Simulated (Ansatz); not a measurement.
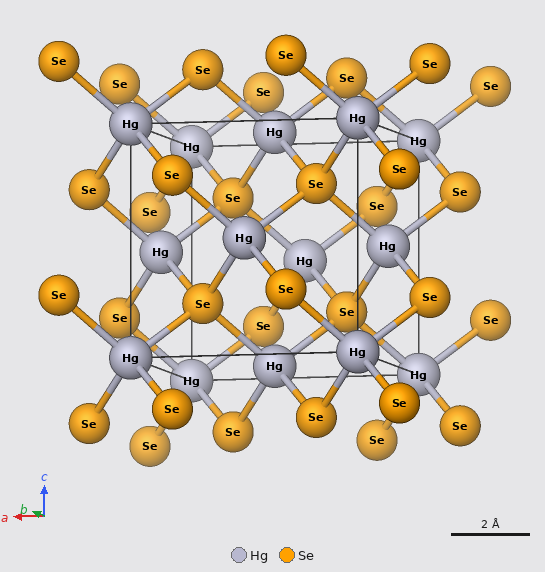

This is the input geometry for a relaxation of a crystal of HgSe (set up in F-43m). Style: ball-and-stick. Shown: the conventional cell (4 times the calculation's cell), from a free direction. Lengths and directions refer to the drawn axes.

The run lets cell and atoms move.

Method: Kohn-Sham DFT of a periodic cell, PBE with D3(BJ), Ansatz PAW in Ansatz 0.2.0.

Input
```yaml
crystal:
  lattice:
    - [0.0, 3.039, 3.039]
    - [3.039, 0.0, 3.039]
    - [3.039, 3.039, 0.0]
  atoms:
    - { symbol: Hg, position: [0.0, 0.0, 0.0] }
    - { symbol: Se, position: [0.75, 0.75, 0.75] }
hamiltonian:
  xc: pbe
  pseudopotentials: { kind: paw }
  dispersion: d3bj
kpoints:
  mp_grid: { grid: [8, 8, 8] }
scf:
  occupations: { method: fermi_dirac, width: 0.05 }
output:
  forces: true
  stress: true
relax:
  f_tol: 0.01
  max_steps: 40
  cell: { stress_tol: 0.05 }
```

Run as
```bash
ansatz run input.yaml --threads 2 --pin off --max-ram 5120MiB --backend cpu --events-out ev --progress --plain --runs-dir out
```

Q: What does the optimiser find from here?

A: No atom moves by more than 0.005 Å relative to the cell. The volume changes by +4.8 %, with a = b = c 6.078 → 6.173 Å (+1.6 %). Among the contacts that change: Hg–Se 2.632 → 2.673 Å. The space group stays F-43m (No. 216). The energy falls by 20.1 meV per cell of the calculation in 3 accepted moves (4 points after the start). All forces vanish by symmetry, so only the cell relaxes. Pressure: 2.53 GPa at the start and 0.00 GPa at the end. At 1 point the geometry stayed and the basis and grid were re-selected for the new cell (energy shift of 0.5 meV per cell of the calculation at most each time).

After the run, drawn alike:

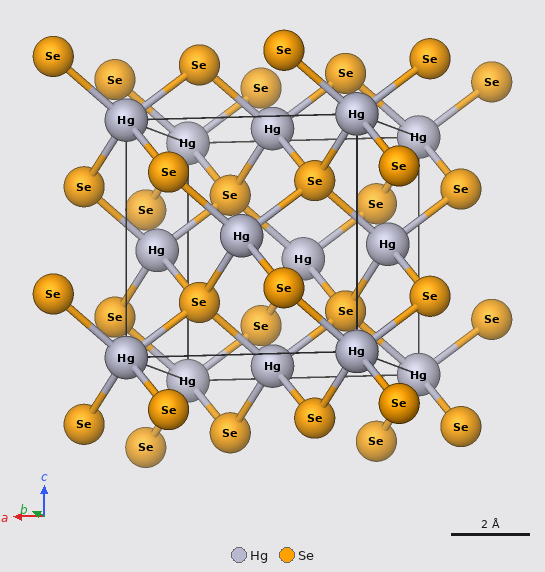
